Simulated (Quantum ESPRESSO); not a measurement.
**BAs (F-43m): the LO frequency by hand**

Wanted: the LO mode of BAs (F-43m) from the TO mode and the field response.

Main program and level: Quantum ESPRESSO 7.5; DFT PBE, scalar-relativistic, plane waves, PseudoDojo norm-conserving pseudopotentials.

## 1. The relaxed structure

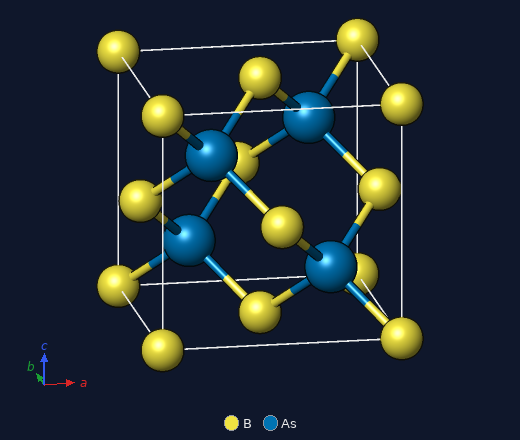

The starting structure, seen slightly off an axis (boron yellow, arsenic blue). This picture shows the conventional cell, with its axes. Bonds to atoms that aren't drawn are left out. Some periodic images of atoms are drawn too.

This is the cell after its relaxation at this level of theory, not the database cell from which that began.

## 2. What the response run gave

A linear-response run on the relaxed cell, with the response to an electric field; only its zone-centre results are used. Cutoff 92 Ry, k mesh 12×12×12.

The log of the run:

```text
[banners, grids, parts of the stress and lines that vanish by symmetry left out]
Program PHONON v.7.5
     Reading xml data from directory:

[...]
Exchange-correlation= PBE
                           (   1   4   3   4   0   0   0)
[...]
kinetic-energy cut-off    =      92.0000  Ry
     charge density cut-off    =     368.0000  Ry
     convergence threshold     =      1.0E-18
[...]
Exchange-correlation= PBE
                           (   1   4   3   4   0   0   0)
[...]
q = (   0.0000000   0.0000000   0.0000000 )
     25 Sym.Ops. (with q -> -q+G )
     G cutoff =  769.8191  (  22227 G-vectors)     FFT grid: ( 40, 40, 40)
     number of k points=    72
[...]
Mode symmetry, T_d (-43m)  point group:
[...]
Dielectric constant
[...]
End of electric fields calculation
          Dielectric constant in cartesian axis
          (       9.827695540      -0.000000000      -0.000000000 )
          (      -0.000000000       9.827695540       0.000000000 )
          (      -0.000000000       0.000000000       9.827695540 )
          Effective charges (d Force / dE) in cartesian axis without acoustic sum rule applied (asr)
           atom    1  B     Mean Z*:       -0.45159
      Ex  (       -0.45159       -0.00000       -0.00000 )
      Ey  (       -0.00000       -0.45159        0.00000 )
      Ez  (       -0.00000        0.00000       -0.45159 )
           atom    2  As    Mean Z*:        0.44621
      Ex  (        0.44621        0.00000        0.00000 )
      Ey  (        0.00000        0.44621       -0.00000 )
      Ez  (        0.00000       -0.00000        0.44621 )
          Effective charges Sum: Mean:       -0.00538
[...]
Effective charges (d Force / dE) in cartesian axis with asr applied:
           atom    1  B     Mean Z*:       -0.44890
[...]
atom    2  As    Mean Z*:        0.44890
[...]
Representation #   1 modes #   1   2   3
[...]
End of self-consistent calculation
     Convergence has been achieved
     Representation #   2 modes #   4   5   6
[...]
End of self-consistent calculation
     Convergence has been achieved
[...]
Dielectric constant in cartesian axis
          (       9.827695540      -0.000000000      -0.000000000 )
          (      -0.000000000       9.827695540       0.000000000 )
          (      -0.000000000       0.000000000       9.827695540 )
          Effective charges (d Force / dE) in cartesian axis without acoustic sum rule applied (asr)
           atom    1  B     Mean Z*:       -0.45159
      Ex  (       -0.45159       -0.00000       -0.00000 )
      Ey  (       -0.00000       -0.45159        0.00000 )
      Ez  (       -0.00000        0.00000       -0.45159 )
           atom    2  As    Mean Z*:        0.44621
      Ex  (        0.44621        0.00000        0.00000 )
      Ey  (        0.00000        0.44621       -0.00000 )
      Ez  (        0.00000       -0.00000        0.44621 )
          Effective charges Sum: Mean:       -0.00538
[...]
Effective charges (d Force / dE) in cartesian axis with asr applied:
           atom    1  B     Mean Z*:       -0.44890
[...]
atom    2  As    Mean Z*:        0.44890
[...]
q = (    0.000000000   0.000000000   0.000000000 )
[...]
freq (    1) =      -0.108852 [THz] =      -3.630923 [cm-1]
     freq (    2) =      -0.108852 [THz] =      -3.630923 [cm-1]
     freq (    3) =      -0.108852 [THz] =      -3.630923 [cm-1]
     freq (    4) =      20.325838 [THz] =     677.996976 [cm-1]
     freq (    5) =      20.325838 [THz] =     677.996976 [cm-1]
     freq (    6) =      20.325838 [THz] =     677.996976 [cm-1]
[...]
Mode symmetry, T_d (-43m)  point group:
     freq (   1-   3) =         -3.6  [cm-1]   --> T_2  G_15 P_4   I+R
     freq (   4-   6) =        678.0  [cm-1]   --> T_2  G_15 P_4   I+R

   JOB DONE.
```

| quantity | value |
| --- | --- |
| cell volume Ω (Å³) | 27.803 |
| mass of B (u) | 10.810 |
| mass of As (u) | 74.922 |
| Born charge of B, raw (e) | -0.452 |
| Born charge of As, raw (e) | 0.446 |
| ε∞ | 9.828 |
| ω(TO) after the sum rule (cm⁻¹) | 678.0 |

## 3. The calculation

The charges must sum to zero over the cell; taking off their mean, -0.003 e, leaves Z* = -0.449 e on B. In the polar mode B moves against As, so the reduced mass is μ = 10.81 × 74.92 / 85.73 = 9.447 u.

A longitudinal wave builds up a field that adds to the restoring force: ω(LO)² = ω(TO)² + 4π Z*² / (μ Ω ε∞), in Hartree atomic units. With μ = 17221 electron masses and Ω = 187.63 bohr³ the second term is 7.9747e-08 Ha², or 3841 cm⁻² (1 Ha = 219474.6 cm⁻¹).

So ω(LO) = √(459684 + 3841) = 680.8 cm⁻¹, and by the Lyddane-Sachs-Teller relation ε₀ = ε∞ (ω(LO)/ω(TO))² = 9.91.

## 4. Check against the program

The analysis program adds the same non-analytic term to the full matrix, here for q along (1 0 0).

The log of the run:

```text
[banner, memory and clock lines left out]
Program DYNMAT v.7.5

     Reading Dynamical Matrix from file g.dyn
     ...Force constants read
     ...epsilon and Z* read

     Polarizability (A^3 units)
     multiply by 0.253642 for Clausius-Mossotti correction
        19.531327   -0.000000   -0.000000
        -0.000000   19.531327    0.000000
        -0.000000    0.000000   19.531327

     IR activities are in (D/A)^2/amu units

# mode   [cm-1]    [THz]      IR
    1      0.00    0.0000    0.0000
    2      0.00    0.0000    0.0000
    3      0.00    0.0000    0.0000
    4    678.00   20.3259    0.4921
    5    678.00   20.3259    0.4921
    6    680.83   20.4106    0.4921
```

ε₀ comes from the program's run without a direction of q.

| quantity | by hand | program |
| --- | --- | --- |
| ω(LO) (cm⁻¹) | 680.8 | 680.8 |
| ε₀ | 9.91 | 9.91 |

## 5. Outcome

```json
{
  "TO mode": "678 cm⁻¹",
  "LO mode": "680.8 cm⁻¹",
  "static dielectric constant": "9.910"
}
```

In words: The LO mode of BAs (F-43m) lies at 681 cm⁻¹, 3 cm⁻¹ above the TO mode; the formula meets the program within 0.1 cm⁻¹, as it must for a cubic crystal with one polar mode. ω(LO)² − ω(TO)² goes with Z*²/ε∞: an error of 5 % in ε∞ would move the LO mode by 0.1 cm⁻¹, and semilocal functionals tend to overestimate ε∞. These are harmonic values at zero temperature, at the volume of this functional, for the structure held cubic; stability elsewhere in the zone is no part of this calculation.

[Host names and launcher messages were left out of these logs when they were recorded.]

[Logs are printed without paths, hosts, clocks, repeated set-up lines and the standing remarks that a program may print on its own settings, such as how far it seeks lower states.]

[Hosts, paths, dates, database ids (printed as entryN), source tags and the programs' standing remarks are cut or masked in the printed files.]
